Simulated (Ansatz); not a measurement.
System: CsH, space group Fm-3m, 2 atoms in the cell, rocksalt type.

```xyz
2
Lattice="0.0000 3.1440 3.1440 3.1440 0.0000 3.1440 3.1440 3.1440 0.0000" Properties=species:S:1:pos:R:3 pbc="T T T"
Cs    0.0000    0.0000    0.0000
H     3.1440    3.1440    3.1440
```

Method: DFT, r2SCAN+rVV10, plane waves, PAW, no spin polarisation, 8×8×8 k mesh, Fermi-Dirac smearing of 0.03 eV (Ansatz 0.2.0).

What will the density of states look like?

There is a gap; over the k points computed it is 2.55 eV (direct among those points). The upper group of valence states starts about 1.8 eV under the valence-band top (which lies at −1.3 eV on this axis), with a gap beneath it; it holds about 2 electrons a cell. Within the window shown, the tallest peak of the filled states lies 8.3 eV under the valence-band top, at about 9 states per eV and cell.

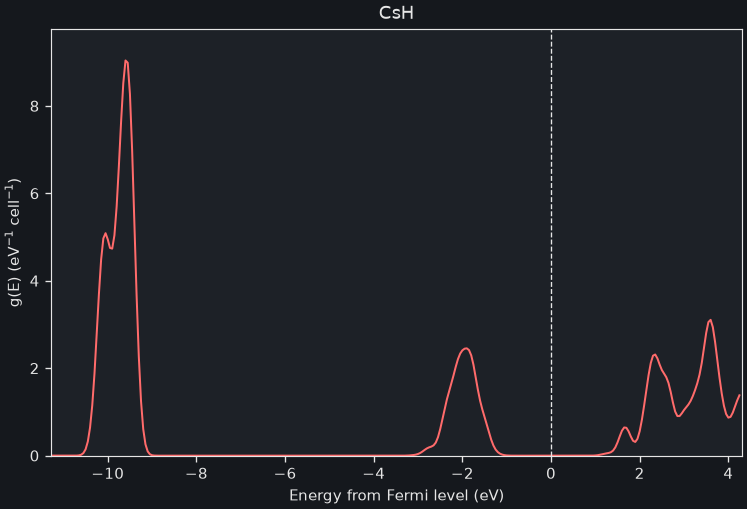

Density of states. Energies are counted from the Fermi level. The curve is built from the levels of the k mesh with Gaussians 0.3 eV wide, which also blur the band edges.
